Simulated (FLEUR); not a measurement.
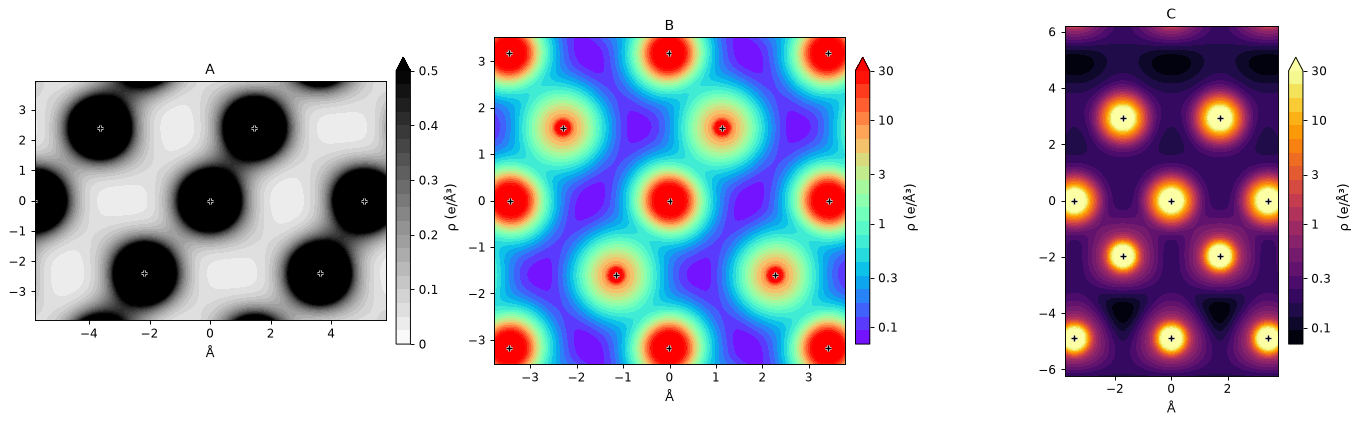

The electron density of 3 systems, each on a plane through atoms (crosses mark nuclei in the plane).

These are results of Kohn-Sham DFT of a periodic cell, PBEsol, all-electron (FLEUR), not measurements.

System 1: TaAs, the (100) plane of the conventional cell. Space group I4₁md; a structure from a database of computed crystals, not necessarily the ambient phase.

```
Ta As
1.0
     3.44363    0.00000    0.00000
     0.00000    3.44363    0.00000
     0.00000    0.00000   11.73588
Ta As
4 4
Cartesian
  0.0000 0.0000 2.9336
  1.7218 1.7218 8.8016
  1.7218 0.0000 11.7355
  0.0000 1.7218 5.8676
  0.0000 0.0000 9.7716
  1.7218 1.7218 3.9037
  0.0000 1.7218 0.9697
  1.7218 0.0000 6.8377
```

System 2: CuO, the (101̄) plane of the conventional cell. Space group Cc; not relaxed (largest force 0.8 eV/Å).

System 3: Sb, the (110) plane of the conventional cell. Space group R-3m.

```xyz
6
Lattice="4.1597 0.0000 0.0000 -2.0799 3.6024 0.0000 0.0000 0.0000 10.8849" Properties=species:S:1:pos:R:3 pbc="T T T"
Sb    2.0799    1.2008    1.0868
Sb    0.0000    2.4016    4.7151
Sb    0.0000    0.0000    8.3434
Sb    0.0000    0.0000    2.5415
Sb    2.0799    1.2008    6.1698
Sb    0.0000    2.4016    9.7982
```

Match each panel to its system.

Panel A is system 3, Sb: the plane holds Sb. Sb–Sb (2.81 Å): ρ is about 0.4 e/Å³ halfway. Panel B is system 2, CuO: the plane holds Cu and O. Cu–O (1.93 Å): ρ at the midpoint is about 0.67 e/Å³. Panel C is system 1, TaAs: the plane holds Ta and As. Ta–As (2.61 Å): the density is about 0.42 e/Å³ at the midpoint.
